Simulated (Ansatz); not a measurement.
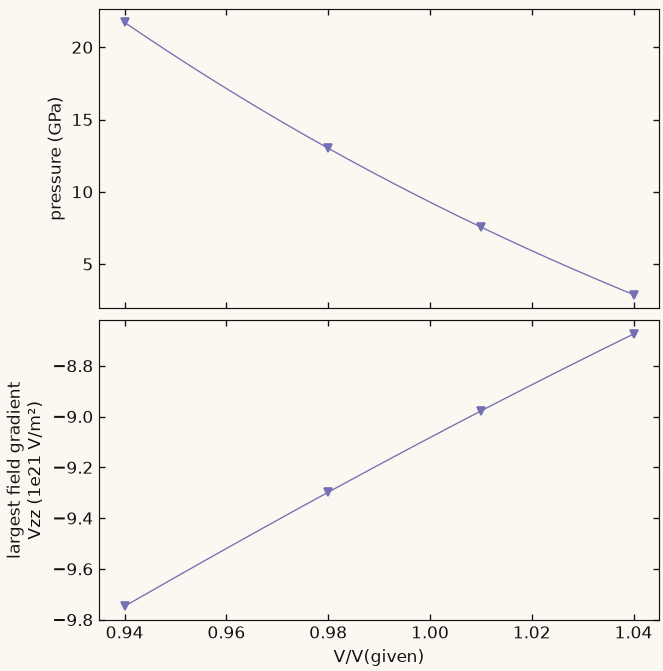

The picture above shows the pressure and largest field gradient Vzz against V/V(given) for MoS₂, space group R3m (No. 160).

Cell as given: a = 6.390 Å, b = 6.390 Å, c = 6.390 Å, α = 28.66°, β = 28.66°, γ = 28.66°; 3 atoms.

Calculation (Ansatz 0.2.0): periodic Kohn-Sham DFT of a crystal at fixed atoms, scaled to the stated factor times the given cell; pressure positive in compression. Level: PBE.

```csv
setting,value
method,all-electron PAW
relativity,scalar
k mesh,13×13×13
occupations,Fermi–Dirac
smearing width,0.05 eV
nucleus,Gaussian
```

V(given) is 17.68 Å³/atom.

**Read off the course of the pressure.**

It falls from 21.7 GPa at V/V(given) 0.94 to 2.9 GPa at 1.04.

**How does the largest field gradient Vzz vary with V/V(given)?**

It rises from −9.747 1e21 V/m² at V/V(given) 0.94 to −8.675 1e21 V/m² at 1.04.

Caveats: field gradient without spin-orbit coupling on heavy atoms; the volumes run don't bracket the minimum of the energy, so any equilibrium value is extrapolated; shape and atomic fractions are frozen while scaling, which makes layered, chain and framework solids too stiff.
